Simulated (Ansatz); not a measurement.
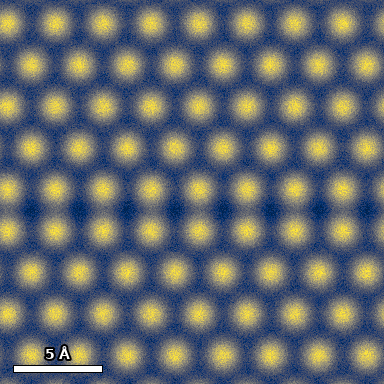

iDPC-like image of Mo (P6/mmm, No. 191) along [001]. Simulated as the projected potential of neutral atoms (B = 0.5 Å²) blurred by a 1.30 Å probe, the thin-sample limit of integrated differential phase contrast. The display is stretched by a gamma of 0.8; percentages refer to the linear signal. Shot noise was added.

One planar defect was built into the perfect crystal by geometry alone, without relaxation. Host structure: the geometry relaxed with DFT PBEsol, scalar-relativistic, plane waves, PAW in Ansatz; the starting structure was generated, so it need not be a known form of this composition.

Question: Where does the periodic pattern break, and how?

Answer: A planar fault (a stacking fault) runs horizontally about 12 Å below the top edge. The part above it is shifted along the boundary by 1/2 of the 2.74 Å repeat of the rows (1.4 Å to the right, the same as to the left); both parts keep the same orientation.
